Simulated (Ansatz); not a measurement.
## What a change does: geometry relaxation on Ge

System: Ge (slab, 6 atoms in the cell).
Method of run A: DFT, PBE, PAW with Ansatz's default frozen-core files, scalar-relativistic, no spin polarisation (Ansatz 0.2.0).

Text and figures count atoms from 1; the logs count them from 0 in places.

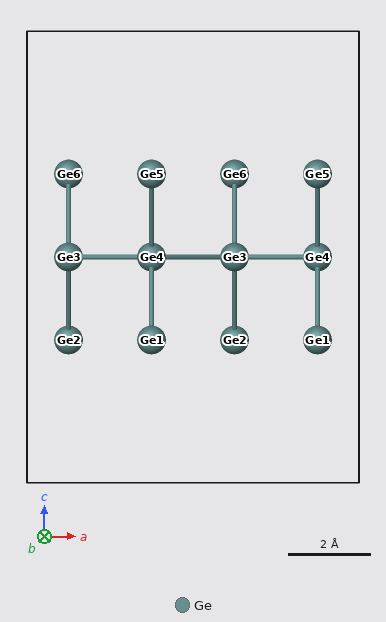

**Figure 1.** The structure as given in the input (ball-and-stick view of the 2 × 1 repeat of the cell, with the vacuum cut short, along the b axis; atoms are numbered from 1 in the order of the input).

Input file, run A:
```yaml
crystal:
  lattice:
    - [4.0736070244, 0.0, 0.0]
    - [0.0, 5.7609503017, 0.0]
    - [0.0, 0.0, 20.0736]
  atoms:
    - { symbol: Ge, position: [0.75, 0.125, 0.3985332221] }
    - { symbol: Ge, position: [0.25, 0.875, 0.3985332221] }
    - { symbol: Ge, position: [0.25, 0.625, 0.5] }
    - { symbol: Ge, position: [0.75, 0.375, 0.5] }
    - { symbol: Ge, position: [0.75, 0.125, 0.6014667779] }
    - { symbol: Ge, position: [0.25, 0.875, 0.6014667779] }
kpoints:
  mp_grid: { grid: [8, 5, 1] }
scf:
  occupations: { method: fermi_dirac, width: 0.02 }
hamiltonian:
  xc: pbe
  pseudopotentials: { kind: paw }
output:
  forces: true
  stress: true
  eigenvalues: true
  write_density: true
  write_potential: true
  elf: true
  volumetric_format: npy
relax:
  f_tol: 0.01
  max_steps: 40
efield:
  axis: 3
  amplitude: 0
  dipole_correction: true
```

Command:
```bash
ansatz run input.yaml --threads 2 --pin off --max-ram 4096MiB --backend cpu --events-out ev --progress --plain --runs-dir out
```

Hardware: 2 threads of Arm Neoverse V2, 24 GiB of memory available, shared host.

Output, shortened to warnings, some set-up lines, iterations and results (run A):
```
Warning: output.stress: scf.convergence.dr2_threshold = 1e-7 eV (the SCF's general default) is looser than the 6e-10 eV advised for a printed stress (1e-10 eV for each atom of the cell: 6). What an SCF threshold leaves in a stress goes as its square root, and in the free energy as the threshold itself, and one threshold admits the most on a small cell: of the crystals measured, under no hybrid …
Basis set: ecut = 420 eV, 9201 PW (Γ), exchange–correlation on 60×80×270 points (8 copies of the dense FFT grid, shifted against one another)
Symmetry: 4 space group operations
k-points: 15 of 40
Initial density: superposition of atomic densities (neutral atoms: chi_scale 0, normalization atom), corrected by the library's trained network
[...]
SCF iter   1: F=—  HF=-25766.839249 eV  |F-HF|=—  |Δ(HF+E_count)|=         —  Δρ=1.81e-3  dr2=3.28e-2  ethr=1.77e-3  p=0.000 e·Å  D=8.72e-14 V/Å  ΔV_dip=-0.00 eV  …
SCF iter   2: F=—  HF=-25766.835687 eV  |F-HF|=—  |Δ(HF+E_count)|=   3.56e-3  Δρ=9.13e-4  dr2=7.92e-3  ethr=3.90e-5  p=-0.000 e·Å  D=-1.28e-5 V/Å  ΔV_dip=0.00 eV  …
SCF iter   3: F=—  HF=-25766.834408 eV  |F-HF|=—  |Δ(HF+E_count)|=   1.28e-3  Δρ=2.91e-4  dr2=9.88e-4  ethr=9.43e-6  p=0.000 e·Å  D=1.39e-6 V/Å  ΔV_dip=-0.00 eV  …
SCF iter   4: F=—  HF=-25766.834468 eV  |F-HF|=—  |Δ(HF+E_count)|=   6.02e-5  Δρ=1.00e-4  dr2=7.86e-5  ethr=1.18e-6  p=0.000 e·Å  D=1.91e-6 V/Å  ΔV_dip=-0.00 eV  …
SCF iter   5: F=—  HF=-25766.834476 eV  |F-HF|=—  |Δ(HF+E_count)|=   7.95e-6  Δρ=3.01e-5  dr2=4.37e-6  ethr=9.36e-8  p=0.000 e·Å  D=6.72e-7 V/Å  ΔV_dip=-0.00 eV  …
[... 17 lines ...]
SCF iter   1: F=—  HF=-25766.868780 eV  |F-HF|=—  |Δ(HF+E_count)|=         —  Δρ=1.70e-5  dr2=1.14e-6  ethr=8.46e-9  p=0.000 e·Å  D=7.02e-9 V/Å  ΔV_dip=-0.00 eV  …
SCF iter   2: F=—  HF=-25766.868808 eV  |F-HF|=—  |Δ(HF+E_count)|=   2.82e-5  Δρ=3.30e-6  dr2=1.24e-7  ethr=1.35e-9  p=0.000 e·Å  D=3.31e-9 V/Å  ΔV_dip=-0.00 eV  …
SCF iter   3: F=-25766.868808 eV  HF=-25766.868808 eV  |F-HF|=2.31e-8  |Δ(HF+E_count)|=   5.18e-8  Δρ=1.71e-6  dr2=3.10e-8  ethr=1.19e-10  p=0.000 e·Å  D=3.07e-10 V/Å  …
SCF 4 converged in 3 iterations: F = -25766.868808 eV  dr2 = 3.10e-8
relax step   4: F+E_penalty+E_count = -25766.86880789 eV  Δ(F+E_penalty+E_count) = -1.064e-5 eV  max|allowed force component| = 2.496e-3 eV/Å  Δτ_max = 0.0007 Å  (3 SCF …
SCF converged after 3 iterations
Free energy (F): -25766.868808 eV
Harris-Foulkes:  -25766.868808 eV  (|F-HF|=2.31e-8)
Internal energy: -25766.866191 eV  (E = F + TS)
E sigma→0 (E₀):  -25766.867500 eV
Entropy (-TS):   -0.002617 eV (-0.436 meV/atom)
Fermi energy:    -0.827550 eV
Dipole field:    D = 0.000000 V/Å  (p = 0.000001 e·Å, saw-weighted, corrected)
Work function:   Φ+ = 4.5114 eV   Φ− = 4.5114 eV
Levels:          The Fermi level and band energies are counted from a zero that moves with the ramp; work functions are not
--- Per-component energies (eV) ---
  E_band       = -1650.696631
  E_kinetic    = 660.895895
  E_local      = -61770.640258  (includes V_loc(G=0)·N_el)
  E_nonlocal   = 2501.551336
  E_hartree    = 29598.881962
  E_xc         = -449.236869
  E_vxc        = -381.377925  (∫ρ·V_xc dr)
  E_paw        = -12108.910622  (= ΣΔE_a)
  E_vpaw       = -1858.866591  (= ΣTr[D̂ρ^β])
  E_aug_tail   = 0.001882  (compensation charges beyond the density's cutoff)
  E_efield     = 0.000000  (sawtooth field / dipole correction)
  E_vefield    = 0.000000  (∫n·V_field dr)
  E_ewald      = 15800.590482
  E_smearing   = -0.002617  (= −TS)
  E_closure    = -0.000000  (closes the sum)
  Σ components = -25766.868808   (vs F -25766.868808, Δ=0.00e0)
--- Forces (eV/Å), atoms counted from 1 ---
  atom   1  Ge     0.00000000     0.00085249     0.00105025
  atom   2  Ge     0.00000000    -0.00085249     0.00105025
  atom   3  Ge     0.00000000     0.00249604    -0.00000004
  atom   4  Ge     0.00000000    -0.00249604    -0.00000004
  atom   5  Ge     0.00000000     0.00085248    -0.00105028
  atom   6  Ge     0.00000000    -0.00085248    -0.00105028
  max |Σ_I F_I| component: 1.44e-7 eV/Å
--- Stress (GPa, compression-positive) ---
        0.249804       0.000000       0.000000
        0.000000       0.452041       0.000000
        0.000000       0.000000      -0.002718
  P = ⅓ Tr σ = 0.2330 GPa (2.330 kbar)
--- Relaxed structure (4 steps of the walk, 4 accepted, 0 SCFs on fresh bases) ---
  F+E_penalty+E_count = -25766.86880789 eV   max|allowed force component| = 2.496e-3 eV/Å
  atoms:
    - { symbol: Ge, position: [0.7499999999999999, 0.11909999190416475, 0.4011007003193013] }
    - { symbol: Ge, position: [0.25, 0.8809000080958352, 0.4011007003193013] }
    - { symbol: Ge, position: [0.25, 0.6227909738098194, 0.5000000004010742] }
    - { symbol: Ge, position: [0.7499999999999999, 0.3772090261901807, 0.5000000004010742] }
    - { symbol: Ge, position: [0.7499999999999999, 0.11909999035346538, 0.5988992992796246] }
    - { symbol: Ge, position: [0.25, 0.8809000096465347, 0.5988992992796246] }
```

For run B the input was changed thus:
```diff
-  mp_grid: { grid: [8, 5, 1] }
+  mp_grid: { grid: [8, 4, 2] }
+  max_iter: 100
-  write_density: true
-  write_potential: true
-  elf: true
-  volumetric_format: npy
```

Predict how the results change.

The free energy of run B is 0.7 meV per atom higher, which comes mainly from the change of mesh; a solver setting shouldn't move a converged energy. The SCF takes 25 iterations over all geometry steps against 19. The irreducible k-points go from 15 to 30. On the same kind of shared host run B took about 1.8 times as long.

Output, shortened to warnings, some set-up lines, iterations and results (run B):
```
Warning: output.stress: scf.convergence.dr2_threshold = 1e-7 eV (the SCF's general default) is looser than the 6e-10 eV advised for a printed stress (1e-10 eV for each atom of the cell: 6). What an SCF threshold leaves in a stress goes as its square root, and in the free energy as the threshold itself, and one threshold admits the most on a small cell: of the crystals measured, under no hybrid …
Basis set: ecut = 420 eV, 9201 PW (Γ), exchange–correlation on 60×80×270 points (8 copies of the dense FFT grid, shifted against one another)
Symmetry: 4 space group operations
k-points: 30 of 64
Initial density: superposition of atomic densities (neutral atoms: chi_scale 0, normalization atom), corrected by the library's trained network
[...]
SCF iter   1: F=—  HF=-25766.826136 eV  |F-HF|=—  |Δ(HF+E_count)|=         —  Δρ=1.92e-3  dr2=4.91e-2  ethr=1.77e-3  p=0.000 e·Å  D=8.72e-14 V/Å  ΔV_dip=-0.00 eV  …
SCF iter   2: F=—  HF=-25766.819820 eV  |F-HF|=—  |Δ(HF+E_count)|=   6.32e-3  Δρ=1.01e-3  dr2=8.32e-3  ethr=5.84e-5  p=0.000 e·Å  D=4.20e-6 V/Å  ΔV_dip=-0.00 eV  …
SCF iter   3: F=—  HF=-25766.818863 eV  |F-HF|=—  |Δ(HF+E_count)|=   9.57e-4  Δρ=4.20e-4  dr2=2.87e-3  ethr=9.90e-6  p=0.000 e·Å  D=3.08e-7 V/Å  ΔV_dip=-0.00 eV  …
SCF iter   4: F=—  HF=-25766.818668 eV  |F-HF|=—  |Δ(HF+E_count)|=   1.94e-4  Δρ=2.04e-4  dr2=7.05e-4  ethr=3.41e-6  p=-0.000 e·Å  D=-4.75e-7 V/Å  ΔV_dip=0.00 eV  …
SCF iter   5: F=—  HF=-25766.818753 eV  |F-HF|=—  |Δ(HF+E_count)|=   8.50e-5  Δρ=7.37e-5  dr2=5.98e-5  ethr=8.39e-7  p=-0.000 e·Å  D=-6.22e-7 V/Å  ΔV_dip=0.00 eV  …
[... 23 lines ...]
SCF iter   2: F=—  HF=-25766.864641 eV  |F-HF|=—  |Δ(HF+E_count)|=   2.74e-6  Δρ=3.27e-5  dr2=1.35e-5  ethr=3.52e-8  p=-0.000 e·Å  D=-4.09e-8 V/Å  ΔV_dip=0.00 eV  …
SCF iter   3: F=—  HF=-25766.864639 eV  |F-HF|=—  |Δ(HF+E_count)|=   1.22e-6  Δρ=1.15e-5  dr2=1.42e-6  ethr=1.60e-8  p=0.000 e·Å  D=7.72e-9 V/Å  ΔV_dip=-0.00 eV  …
SCF iter   4: F=-25766.864639 eV  HF=-25766.864639 eV  |F-HF|=1.57e-9  |Δ(HF+E_count)|=   6.64e-8  Δρ=2.76e-6  dr2=7.03e-8  ethr=1.19e-10  p=0.000 e·Å  D=1.50e-8 V/Å  …
SCF 4 converged in 4 iterations: F = -25766.864639 eV  dr2 = 7.03e-8
relax step   4: F+E_penalty+E_count = -25766.86463923 eV  Δ(F+E_penalty+E_count) = -1.102e-4 eV  max|allowed force component| = 4.860e-3 eV/Å  Δτ_max = 0.0034 Å  (4 SCF …
SCF converged after 4 iterations
Free energy (F): -25766.864639 eV
Harris-Foulkes:  -25766.864639 eV  (|F-HF|=1.57e-9)
Internal energy: -25766.859404 eV  (E = F + TS)
E sigma→0 (E₀):  -25766.862022 eV
Entropy (-TS):   -0.005235 eV (-0.873 meV/atom)
Fermi energy:    -0.882550 eV
Dipole field:    D = -0.000000 V/Å  (p = -0.000000 e·Å, saw-weighted, corrected)
Work function:   Φ+ = 4.5564 eV   Φ− = 4.5564 eV
Levels:          The Fermi level and band energies are counted from a zero that moves with the ramp; work functions are not
--- Per-component energies (eV) ---
  E_band       = -1649.198831
  E_kinetic    = 661.618447
  E_local      = -62180.002262  (includes V_loc(G=0)·N_el)
  E_nonlocal   = 2502.009134
  E_hartree    = 29804.250799
  E_xc         = -449.576356
  E_vxc        = -381.845504  (∫ρ·V_xc dr)
  E_paw        = -12109.252049  (= ΣΔE_a)
  E_vpaw       = -1859.485621  (= ΣTr[D̂ρ^β])
  E_aug_tail   = 0.001898  (compensation charges beyond the density's cutoff)
  E_efield     = 0.000000  (sawtooth field / dipole correction)
  E_vefield    = 0.000000  (∫n·V_field dr)
  E_ewald      = 16004.090985
  E_smearing   = -0.005235  (= −TS)
  E_closure    = 0.000000  (closes the sum)
  Σ components = -25766.864639   (vs F -25766.864639, Δ=0.00e0)
--- Forces (eV/Å), atoms counted from 1 ---
  atom   1  Ge     0.00000000    -0.00393705    -0.00028249
  atom   2  Ge     0.00000000     0.00393705    -0.00028249
  atom   3  Ge     0.00000000    -0.00486005     0.00000008
  atom   4  Ge     0.00000000     0.00486005     0.00000008
  atom   5  Ge     0.00000000    -0.00393693     0.00028241
  atom   6  Ge     0.00000000     0.00393693     0.00028241
  max |Σ_I F_I| component: 5.24e-9 eV/Å
--- Stress (GPa, compression-positive) ---
        0.391506       0.000000       0.000000
        0.000000       0.780676       0.000000
        0.000000       0.000000       0.000824
  P = ⅓ Tr σ = 0.3910 GPa (3.910 kbar)
--- Relaxed structure (4 steps of the walk, 4 accepted, 0 SCFs on fresh bases) ---
  F+E_penalty+E_count = -25766.86463923 eV   max|allowed force component| = 4.860e-3 eV/Å
  atoms:
    - { symbol: Ge, position: [0.7499999999999999, 0.11882886159046657, 0.4023602983294849] }
    - { symbol: Ge, position: [0.25, 0.8811711384095334, 0.4023602983294849] }
    - { symbol: Ge, position: [0.25, 0.621235303965293, 0.4999999998682972] }
    - { symbol: Ge, position: [0.7499999999999999, 0.37876469603470697, 0.4999999998682972] }
    - { symbol: Ge, position: [0.7499999999999999, 0.11882886062067537, 0.597639701802218] }
    - { symbol: Ge, position: [0.25, 0.8811711393793247, 0.597639701802218] }
```

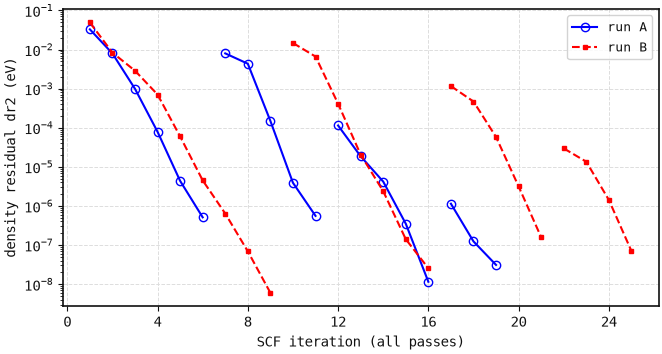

**Figure 2.** Convergence of the two runs: density residual dr2 against the SCF iteration. A break in a curve parts two SCF passes. Run A takes 19 iterations in all, and run B takes 25.

The two runs side by side:

```csv
quantity,run A,run B
outcome,converged,converged
free energy per atom (eV),−4294.4781,−4294.4774
"energy per atom, smearing taken to zero (eV)",−4294.4779,−4294.4770
largest force (eV/Å),0.002,0.005
SCF iterations,19,25
irreducible k-points,15,30
wall time (shared host),57 s,1.7 min
```

For both runs: Warnings: the SCF threshold is looser than advised for the printed stress. For run B: The input was spoiled on purpose: a mesh that breaks the symmetry (`kpoints.mp_grid.grid`). It did no harm here: the run converged to the energy of the sound run within 1 meV per atom.
